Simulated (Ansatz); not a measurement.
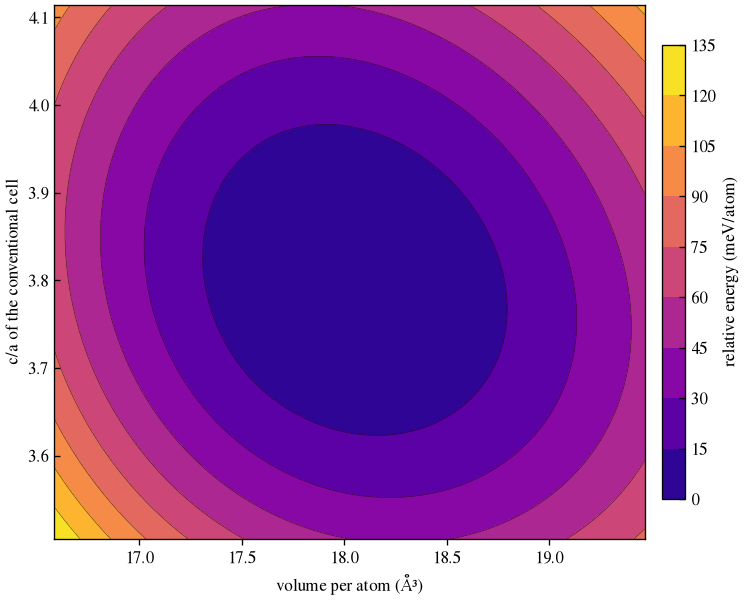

MoSe₂ (P6_3/mmc, No. 194; 6 atoms in the cell). The energy is mapped over volume and the cell's shape. Coordinates scanned: (1) volume per atom; (2) c/a of the conventional cell. Nothing is relaxed (fractional coordinates fixed). Grid: 7 × 7 points. Points are written as (first, second). All energies are given in meV/atom relative to the lowest grid point. The band gap closes in part of the range. Computed with Ansatz 0.2.0, DFT LDA+D3(BJ), scalar-relativistic, plane waves, PAW. Settings: cutoff 420 eV, k-mesh 15×15×4 in the order of the run's cell vectors, gaussian smearing 0.05 eV, no spin polarisation.

In the figure: filled contours. Between grid points the surface is interpolated.

The lowest grid point is at (18.03 Å³, 3.797). No other kind of well shows on this grid. The highest grid point, (16.58 Å³, 3.505), lies 134 meV/atom above the lowest. Round the minimum the valley is somewhat tilted: raising volume per atom shifts the best value of c/a of the conventional cell downwards (coupling k₁₂/√(k₁₁k₂₂) about 0.2).

The level of theory is changed to Ansatz 0.2.0, DFT PBE+D3(BJ), scalar-relativistic, plane waves, PAW; with it change k-mesh 12×12×4 (before 15×15×4), the cell, relaxed at the new level (first cell vector 3.277 Å, before 3.204 Å); the new grid has 7 × 7 points, laid about the new relaxed structure. 

What does this change do to the map?

Answer. The minimum (interpolated where it lies between grid points) moves from (18.03 Å³, 3.797) to (19.73 Å³, 3.885). The curvature at the minimum changes from about 0.33 to 0.25 eV/(Å³)² along volume per atom and from about 5.9 to 5.1 eV per unit squared along c/a of the conventional cell (per cell).

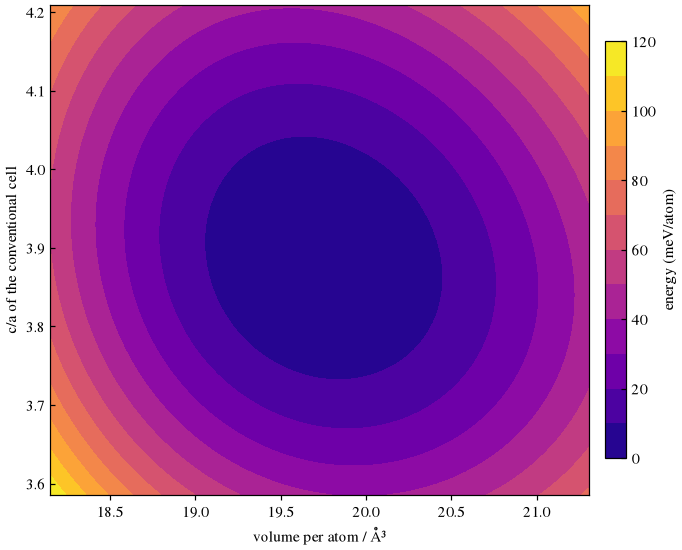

The map after the change, on a colour scale of its own. The picture shows filled contours. Between grid points the surface is interpolated.

PAW datasets: the set soft_1.
